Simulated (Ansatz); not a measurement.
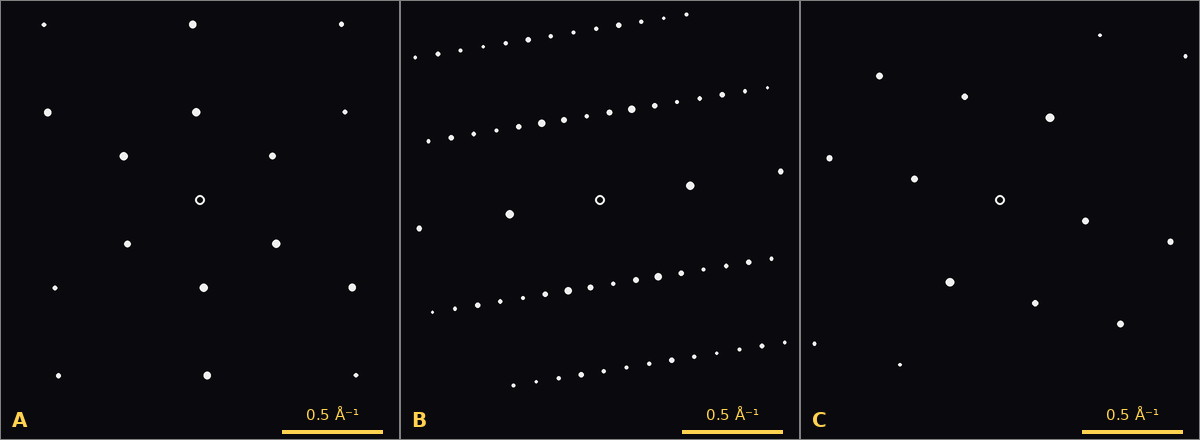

The patterns are kinematic simulations for 300 kV electrons (no multiple scattering; isotropic B = 0.5 Å²).

All three come from Ru, space group P6_3/mmc (No. 194), a = 2.72 Å, c = 8.74 Å (hexagonal axes). Structure: the input geometry of an electronic-structure calculation (not necessarily at equilibrium); the starting structure was generated, so it need not be a known form of this composition.

Assign the zone axes [100], [101], [311] to A, B and C.

A is [101]: centred rectangular net of 0 1 0 at d = 2.36 Å and 1 0 -1 at d = 2.28 Å, at 61.1°. B is [100]: rectangular net of 0 0 1 (itself extinct) at d = 8.74 Å and 0 1 0 at d = 2.36 Å, at 90.0°. C is [311]: oblique net of 0 1 -1 at d = 2.28 Å and -1 1 2 at d = 2.08 Å, at 72.5°.
